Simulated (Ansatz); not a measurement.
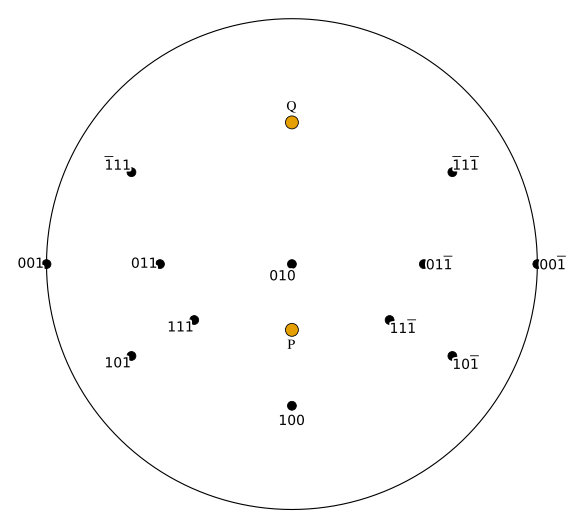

Stereographic projection of plane normals (upper hemisphere) centred on (0 1 0). Crystal: Si, the input geometry of an electronic-structure calculation (not necessarily at equilibrium); the starting structure was generated, so it need not be a known form of this composition. The drawing is computed from the coordinates (standard cell, symmetry found to 0.002 Å).

a = 4.474 Å, b = 4.474 Å, c = 2.562 Å, α = 90.00°, β = 90.00°, γ = 120.00°.

Q: Index the poles marked P, Q.

A: P is (1 1 0), in four indices (1 1 −2 0), 30.0° from the centre; Q is (−1 1 0), in four indices (−1 1 0 0), 60.0° from the centre.

Q: What is the angle between the normals of (1 1 −1) and (0 0 1), and what are their d_hkl = 1/|g|?

A: 131.1°; d = 1.685 Å and 2.562 Å.
